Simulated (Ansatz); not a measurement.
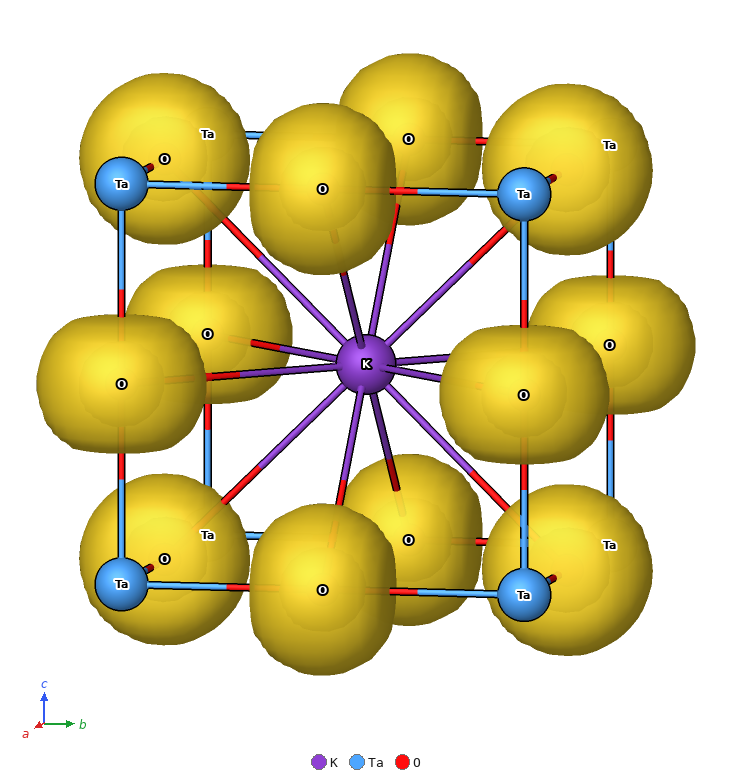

The picture shows: KTaO₃. Isosurface of the ELF at 0.75 (yellow), seen slightly off an axis. Core shells and regions of very low density are left out. Sticks mark near contacts.

Space group P4/mmm; a structure from a database of computed crystals, not necessarily the ambient phase; changed on purpose from its base cell (biaxial strain in the a-b plane, c and atoms relaxed: +1.5 %); computed pressure about −5 GPa in this cell.

Level of theory: Ansatz 0.2.0, DFT PBEsol, scalar-relativistic, plane waves, PAW.

Core electrons are frozen (PAW), and the valence fields are smoothed inside the atomic spheres.

What do the ELF domains correspond to?

Answer. The ELF exceeds this value in three regions wrapped around O (the valence shell of each), counted in one cell of 5 atoms. Regions shared between cells count once. Profiles from the grid: Ta–O (1.98 Å): the ELF peaks at about 0.80 in the valence shell of O, 0.6 Å from its nucleus, and drops to about 0.20 between the two atoms: no shared electron pair shows on this line. K–O (2.83 Å): the ELF is about 0.05 at the midpoint: a closed-shell, largely ionic contact.

Metal or insulator at this level of theory?

Answer. It is gapped, with a Kohn–Sham gap of 2.0 eV on the k-point mesh, an upper bound to the gap of this method.
